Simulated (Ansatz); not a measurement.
## Electronic structure of Zr$_{9}$S$_{19}$ (cell charge −1, with a compensating background) (cell with a defect) in real space

Input file:

```
crystal:
  lattice:
    - [5.5278124674, 3.1914840161, 6.7579086874]
    - [-5.5278124674, 3.1914840161, 6.7579086874]
    - [0.0, -6.3829680322, 6.7579086874]
  atoms:
    - { symbol: Zr, position: [0.9819224017, 0.3406317969, 0.6506460976] }
    - { symbol: Zr, position: [1.0021593921, 0.6736346228, 0.3268656444] }
    - { symbol: Zr, position: [0.3402848599, -0.0178728339, 0.6506909448] }
    - { symbol: Zr, position: [0.026124075, 0.0262940095, 0.0146728255] }
    - { symbol: Zr, position: [0.3405299974, 0.3407496896, 0.3389311133] }
    - { symbol: Zr, position: [0.6723381772, 0.6726300195, 0.6704074039] }
    - { symbol: Zr, position: [0.3348252127, 0.6679945984, 0.0016277546] }
    - { symbol: Zr, position: [0.6734585529, 0.00254117, 0.3270923447] }
    - { symbol: Zr, position: [0.6678273754, 0.3349952014, 0.0015665068] }
    - { symbol: S, position: [0.4884880767, 0.4856607977, 0.8177691188], spin: 0.2 }
    - { symbol: S, position: [0.4932879343, 0.8086959894, 0.476784649] }
    - { symbol: S, position: [0.8293394457, 0.1474486517, 0.8306602421] }
    - { symbol: S, position: [0.4861339663, 0.1561781219, 0.1545491467], spin: 0.2 }
    - { symbol: S, position: [0.8083569107, 0.4934657292, 0.476862439] }
    - { symbol: S, position: [0.1471956442, 0.8295452283, 0.830692529] }
    - { symbol: S, position: [0.8329022975, 0.8333255356, 0.142169575] }
    - { symbol: S, position: [0.1533853495, 0.1536271288, 0.481452565] }
    - { symbol: S, position: [0.1572967125, 0.4878250671, 0.1534532415], spin: 0.2 }
    - { symbol: S, position: [0.1769449599, 0.5183091546, 0.5169702685] }
    - { symbol: S, position: [0.197260427, 0.8371115743, 0.1982965398] }
    - { symbol: S, position: [0.518016472, 0.1772736201, 0.5170770915] }
    - { symbol: S, position: [0.2017864145, 0.2052165664, 0.8037064588], spin: 0.2 }
    - { symbol: S, position: [0.5206073228, 0.5208498018, 0.1834234983] }
    - { symbol: S, position: [0.851756634, 0.8519332237, 0.5163507059] }
    - { symbol: S, position: [0.5149488568, 0.8566240817, 0.8439546566] }
    - { symbol: S, position: [0.8369842236, 0.1975915524, 0.1981910232] }
    - { symbol: S, position: [0.8563549695, 0.5152691169, 0.8439387818] }
    - { symbol: S, position: [0.1913451284, 0.1925420249, 1.0290763352], spin: 0.2 }
  host:
    lattice:
      - [3.6852083116, 0.0, 0.0]
      - [-1.8426041558, 3.1914840161, 0.0]
      - [0.0, 0.0, 6.7579086874]
    atoms:
      - { symbol: Zr, position: [0.0, 0.0, 0.0] }
      - { symbol: S, position: [0.6666666667, 0.3333333333, 0.7856836291] }
      - { symbol: S, position: [0.3333333333, 0.6666666667, 0.2143163709] }
total_charge: -1
basis:
  ecutwfc: 420
  xc_grid: 2
kpoints:
  mp_grid: { grid: [2, 2, 2], shift: [0.5, 0.5, 0.5] }
hamiltonian:
  xc: pbe
scf:
  occupations: { method: gaussian, width: 0.01 }
output:
  forces: true
  stress: false
  eigenvalues: true
  populations: true
  charged_corrections:
    defect_position: [0.29464286, 0.29464286, 0.98214286]
    epsilon: [[53.0185, 0.0, 0.0], [0.0, 53.0185, 0.0], [0.0, 0.0, 3.7275]]
  write_density: true
  write_potential: true
  elf: true
  volumetric_format: npy
magnetization:
  spin_polarized: true
relax:
  adjacent_minimum: "off"
  f_tol: 0.025
  max_steps: 45
```

Command:

```sh
ansatz run input.yaml --threads 4 --pin off --max-ram 10240MiB --backend cpu --events-out ev --progress --plain --runs-dir out
```

The fields are those of the run's last geometry, not of the input's.

The program warned that a starting moment wasn't kept; spin-polarised, but the moments vanished.

All numbers below come from DFT PBE, scalar-relativistic, plane waves, PAW (Ansatz).

Core electrons are frozen (PAW), and the valence fields are smoothed inside the atomic spheres.

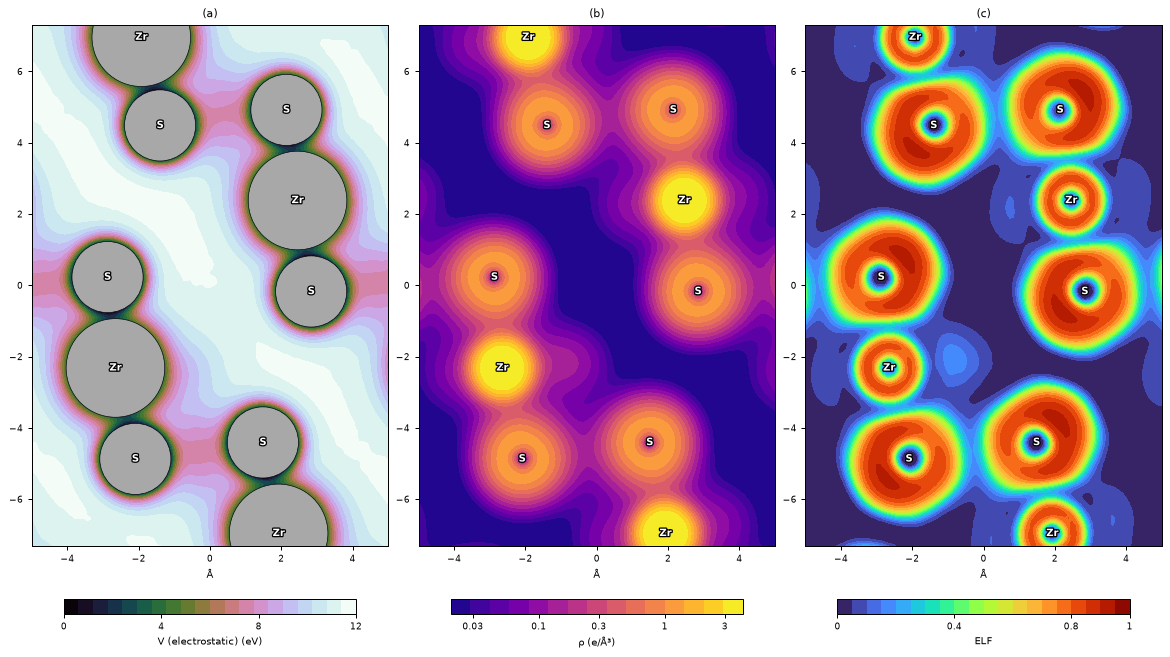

Figure 1. (a) electrostatic potential energy of an electron; (b) valence pseudo-density; (c) electron localisation function on the (101̄) plane of the calculation cell. Grey discs cover the atomic cores in the potential map.

**Read the bonding off the picture.**

- Atoms in the plane: Zr and S.
- Zr–S (2.53 Å): the density is about 0.47 e/Å³ at the midpoint; the ELF peaks at about 0.85 in the valence shell of S, 0.8 Å from its nucleus, and is about 0.40 at the midpoint.
- Zr–S (2.58 Å): the density is about 0.42 e/Å³ at the midpoint; the ELF peaks at about 0.85 in the valence shell of S, 0.8 Å from its nucleus, and is about 0.40 at the midpoint.
- Zr–S (2.61 Å): the density is about 0.4 e/Å³ at the midpoint; the ELF peaks at about 0.85 in the valence shell of S, 0.8 Å from its nucleus, and is about 0.35 at the midpoint.
- Between the atoms the lowest density in this plane is 0.003 e/Å³.
- The features right at Zr lie inside the PAW spheres, where the map follows smoothed inner orbitals and isn't to be read closely.
- Outside the cores the potential energy rises away from the atoms and is highest about 2.3 Å from the nearest atoms; its zero is arbitrary.

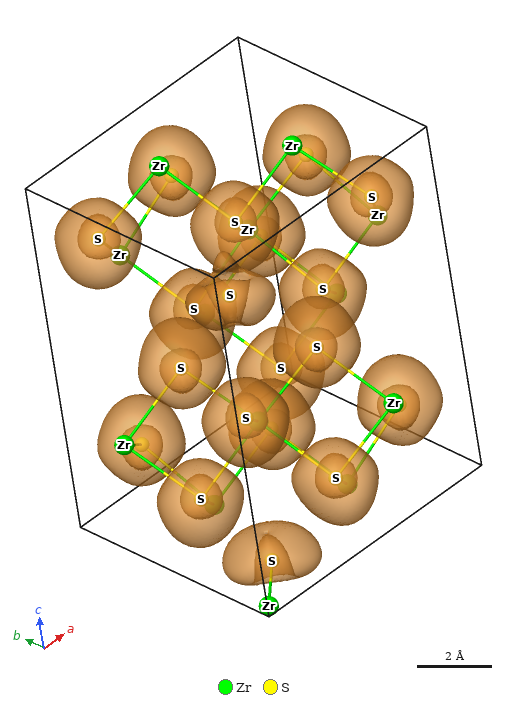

Figure 2. Isosurface of the electron localisation function at 0.75 (orange), seen at an oblique angle. Core shells and regions of very low density are left out. Sticks mark near contacts.

**Describe the localisation domains.**

The surface consists of one region on S in which the atom's valence shell and bonds are merged and 18 regions wrapped around S (the valence shell of each), counted in one cell of 28 atoms. Any copies at cell faces, edges or corners count once. Along the contacts the grid gives the following. S–S (2.04 Å): the ELF peaks at about 0.80 between the atoms. Zr–S (2.49 Å): the ELF peaks at about 0.85 in the valence shell of S, 0.8 Å from its nucleus, and is about 0.40 at the midpoint.

**Does the calculation make it a metal, or give it a gap?**

It is gapless in this calculation (a metal or semimetal).
